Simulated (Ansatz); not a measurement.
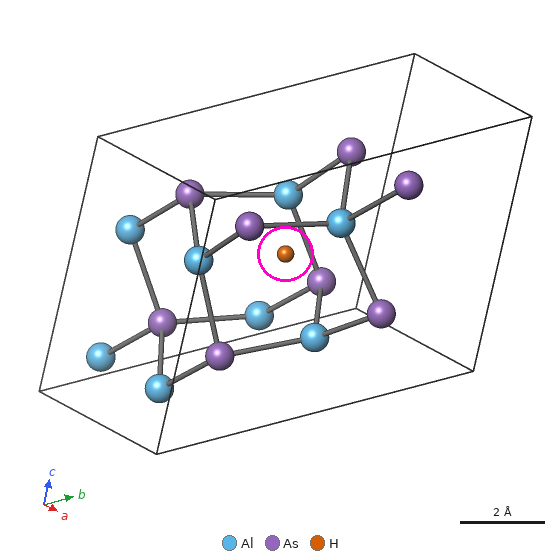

Ball-and-stick drawing of the structure, looking slightly off an axis. Thin lines show the supercell, with boundary atoms drawn in all their periodic places. The host is AlAs, in a cell of 16 sites, and the cell carries a charge of +1. A ring marks the defect's site.

Q: What imperfection does the supercell contain?

A: An interstitial hydrogen atom. It is bonded to no bonds drawn.

The atoms were relaxed in the host's cell with DFT PBE, scalar-relativistic, plane waves, PAW in Ansatz 0.2.0.
